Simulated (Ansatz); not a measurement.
## Electronic structure of Li$_{3}$TaO$_{4}$ in real space

```
Li Ta O
1.0
     4.08453    0.00000    0.00000
     0.00000    4.08453    0.00000
     0.00000    0.00000    8.50592
Li Ta O
6 2 8
Cartesian
  0.0000 0.0000 4.2530
  2.0423 2.0423 0.0000
  2.0423 0.0000 2.1265
  0.0000 2.0423 6.3794
  0.0000 2.0423 2.1265
  2.0423 0.0000 6.3794
  0.0000 0.0000 0.0000
  2.0423 2.0423 4.2530
  2.0423 0.0000 0.0000
  0.0000 2.0423 4.2530
  0.0000 0.0000 6.5858
  2.0423 2.0423 2.3328
  0.0000 2.0423 0.0000
  2.0423 0.0000 4.2530
  0.0000 0.0000 1.9201
  2.0423 2.0423 6.1731
```

Space group I4/mmm; a structure from a database of computed crystals, not necessarily the ambient phase.

Method: DFT PBEsol, scalar-relativistic, plane waves, PAW in Ansatz.

Core electrons are frozen (PAW), and the valence fields are smoothed inside the atomic spheres.

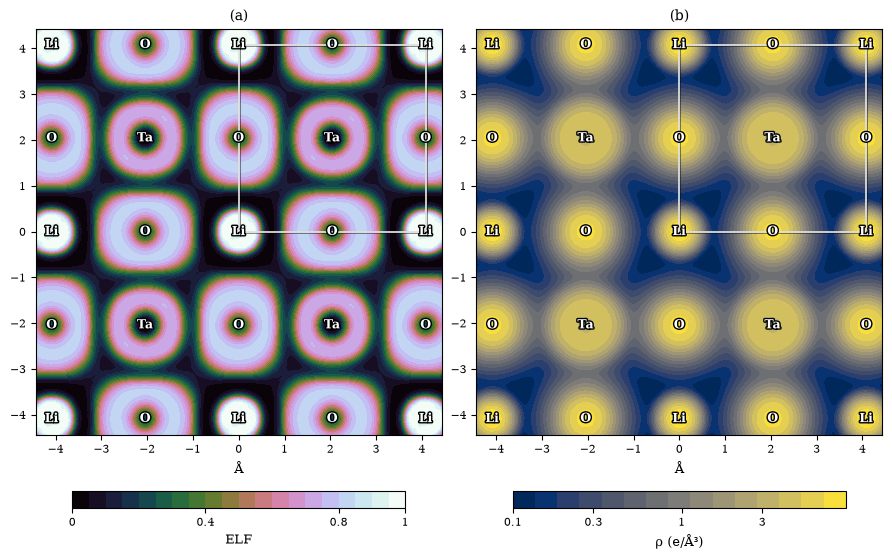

Figure 1. (a) ELF; (b) valence charge density (pseudo) on the (001) plane of the conventional cell.

Q: Interpret the plot.

A: The plane passes through Li, Ta and O nuclei.
Li–O (2.04 Å): ρ is about 0.3 e/Å³ halfway; the ELF peaks at about 0.80 in the valence shell of O, 0.6 Å from its nucleus, and falls to about 0.05 next to Li: a closed-shell, largely ionic contact.
Ta–O (2.04 Å): the density is about 0.76 e/Å³ at the midpoint; the ELF peaks at about 0.80 in the valence shell of O, 0.6 Å from its nucleus, and drops to about 0.20 between the two atoms: no localised pair shows between them.
Between the atoms the lowest density in this plane is 0.1 e/Å³.
The features right at Li and Ta lie inside the PAW spheres, where the map follows smoothed inner orbitals and isn't to be read closely.

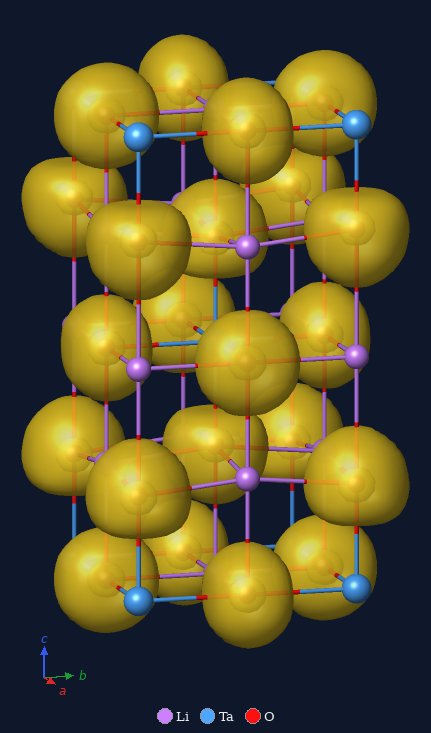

Figure 2. Isosurface of the electron localisation function at 0.65 (yellow), seen slightly off an axis. Core shells and regions of very low density are left out. Sticks mark near contacts.

Q: Describe the localisation domains.

A: The ELF exceeds this value in eight regions wrapped around O (the valence shell of each), counted in one cell of 16 atoms. Any copies at cell faces, edges or corners count once. Profiles from the grid: Ta–O (1.92 Å): the ELF peaks at about 0.80 in the valence shell of O, 0.6 Å from its nucleus, and drops to about 0.25 between the two atoms; no shared electron pair shows on this line.

Q: Metal or insulator at this level of theory?

A: It is gapped, with a Kohn–Sham gap of 1.6 eV on the k-point mesh, an upper bound to the gap of this method.
